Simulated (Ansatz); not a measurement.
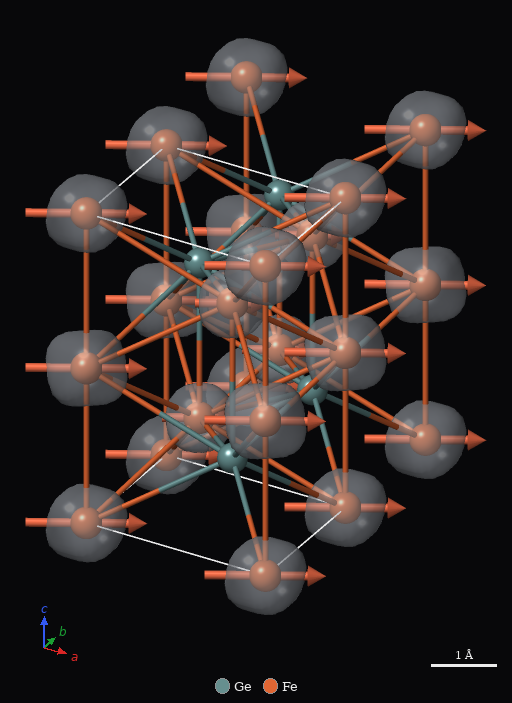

*Fe$_{2}$Ge. Isosurface of the size of the magnetisation density at 0.6 e/Å³ (grey), with the spin moments of the magnetic sites as arrows; seen slightly off an axis.*

Space group P6₃/mmc; a structure from a database of computed crystals, not necessarily the ambient phase; computed pressure about −9 GPa in this cell.

Method: Ansatz 0.2.0, Kohn-Sham DFT of a periodic cell, PBEsol, spin-orbit coupling, Ansatz PAW.

### Describe the magnetic structure.

Spin moments: Fe 1.4 to 2.3 μB. All point the same way (ferromagnetic).
